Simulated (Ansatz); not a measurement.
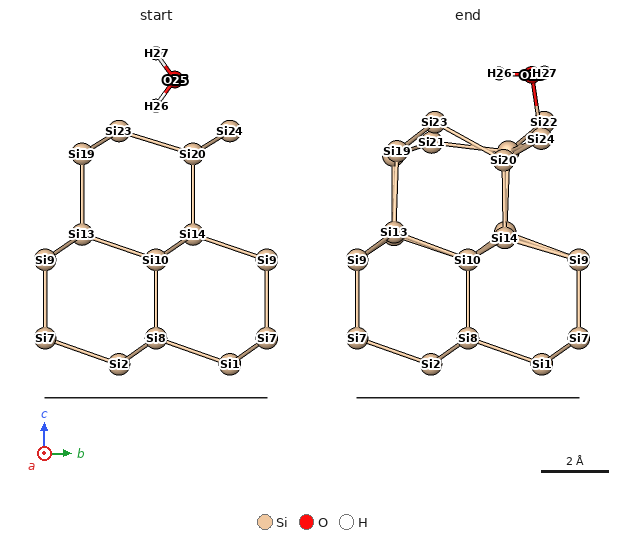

The structure of a slab of composition Si₂₄H₂O (cut from the Fd-3m phase) before (left) and after (right) a constrained relaxation, at one scale.

A ball-and-stick model of the cell of the calculation, outlined in the plane, without the vacuum (origin shifted), seen along the a axis.

Case: 1 H2O a cell, upright, over a hollow Si-Si site. The slab is the (1 1 1) face of Si with H2O on it. 12 atoms are held fixed.

Theory: DFT PBE+D3(BJ), scalar-relativistic, plane waves, PAW in Ansatz. (plane-wave cutoff 420 eV; k-point mesh 3 × 3 × 1; occupations gaussian; smearing width 0.05 eV; no spin polarisation; dipole correction; atoms relaxed in a fixed cell; force threshold 0.04 eV/Å; at most 100 steps)

Question: What changed between the two?

Answer: The largest move is that of an H atom, 2.74 Å at 78° to the normal (−c side). By element the largest moves are H 2.74 Å, O 1.53 Å, Si 0.35 Å. The cell stays as it was. Near-neighbour distances that change, for instance: O–Si 2.271 → 1.982 Å, Si–Si 2.415 → 2.327 Å, Si–Si 2.316 → 2.369 Å, Si–Si 2.340 → 2.300 Å. Among the angles between lasting bonds that change: Si–Si–Si 107.2° → 93.7°, Si–Si–Si 111.7° → 99.3°, Si–Si–Si 107.2° → 119.3°. Over 19 accepted moves (20 points after the start) the energy falls by 1.440 eV per cell of the calculation. Largest force component: 1.4 eV/Å at the start, 0.012 eV/Å at the end. The line search rejected the trial step at point 18 of the run. Cost: 16 min on 2 threads of Arm Neoverse V1, on a shared host, peak memory 1.7 GiB.

Limits of the set-up: the periodic images lie only 7.7 Å apart, so the values are limited by the cell's size.
